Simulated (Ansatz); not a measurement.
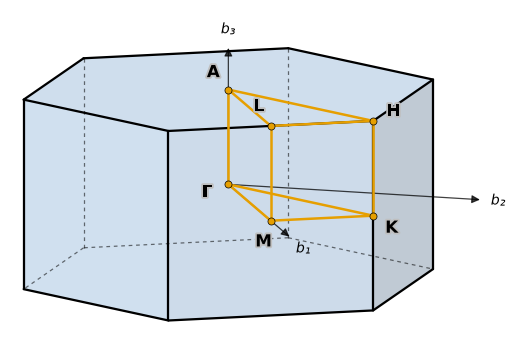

The first Brillouin zone and its special points. Crystal: GaN, the end point of a relaxation with DFT, LDA, plane waves, PAW (Ansatz 0.2.0); the starting structure was generated, so it need not be a known form of this composition. Geometry calculated from the standardised cell; symmetry tolerance 0.002 Å.

Space group P6₃mc (No. 186); a = 3.152 Å, b = 3.152 Å, c = 5.138 Å, α = 90.00°, β = 90.00°, γ = 120.00°.

Labels and path follow the convention of Hinuma et al. (2017), as computed by seekpath; the arrows show the directions of the reciprocal primitive vectors b₁, b₂, b₃, in which coordinates are given; lengths include the factor 2π.

### List the special points with their coordinates and distances from Γ.

```json
{"point": "Γ", "k₁": "0", "k₂": "0", "k₃": "0", "length of k (1/Å)": "0.000"}
{"point": "A", "k₁": "0", "k₂": "0", "k₃": "1/2", "length of k (1/Å)": "0.611"}
{"point": "K", "k₁": "1/3", "k₂": "1/3", "k₃": "0", "length of k (1/Å)": "1.329"}
{"point": "H", "k₁": "1/3", "k₂": "1/3", "k₃": "1/2", "length of k (1/Å)": "1.463"}
{"point": "M", "k₁": "1/2", "k₂": "0", "k₃": "0", "length of k (1/Å)": "1.151"}
{"point": "L", "k₁": "1/2", "k₂": "0", "k₃": "1/2", "length of k (1/Å)": "1.303"}
```

### What is the zone's volume?

(2π)³ over the primitive cell's volume of 44.21 Å³: 5.61 Å⁻³.
